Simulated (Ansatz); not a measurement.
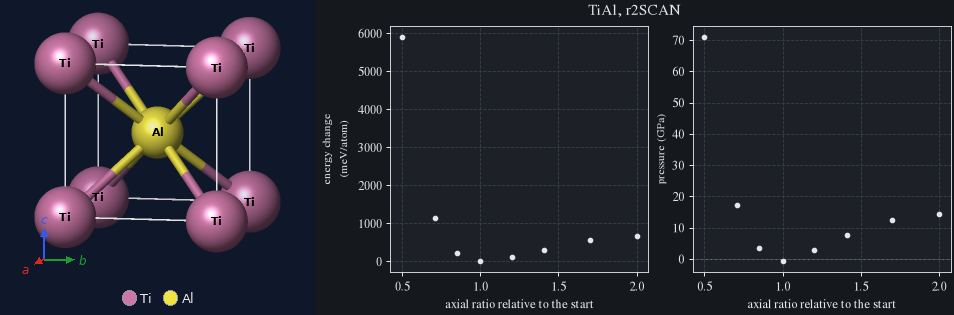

The figure shows the energy change and pressure against relative axial ratio for TiAl, space group Pm-3m (No. 221). The cell is drawn beside the plot.

The given structure:
```yaml
crystal:
  lattice:
    - [3.17906, 0.00000, 0.00000]
    - [0.00000, 3.17906, 0.00000]
    - [0.00000, 0.00000, 3.17906]
  atoms:
    - { symbol: Ti, position: [0.00000, 0.00000, 0.00000] }
    - { symbol: Al, position: [0.50000, 0.50000, 0.50000] }
```

Calculation (Ansatz 0.2.0): deformation of a crystal at fixed volume, lengths along the axis scaled against those across it, fractional coordinates fixed, by plane-wave density functional theory with PAW datasets, free energies less that of the undisturbed cell, pressure positive in compression; scalar-relativistic. Level: r2SCAN, no spin polarisation.

wave cutoff 500 eV; k mesh 16×16×16; occupations Gaussian; smearing width 0.15 eV; k shift (0, 0, 0) (mesh steps); start as given; path trigonal; axis direction (0.5774, 0.5774, 0.5774) (Cartesian unit vector).

The points at relative axial ratio 0.60, 0.93 and 1.08 are left out of the plot. What values does the calculation give there?

```csv
axial ratio relative to the start,energy change (meV/atom),pressure (GPa)
0.60,2855,40.3
0.93,34,0.0
1.08,23,-0.1
```

Caveats: atoms far too close at some points of the scan; reference crystal is not relaxed.
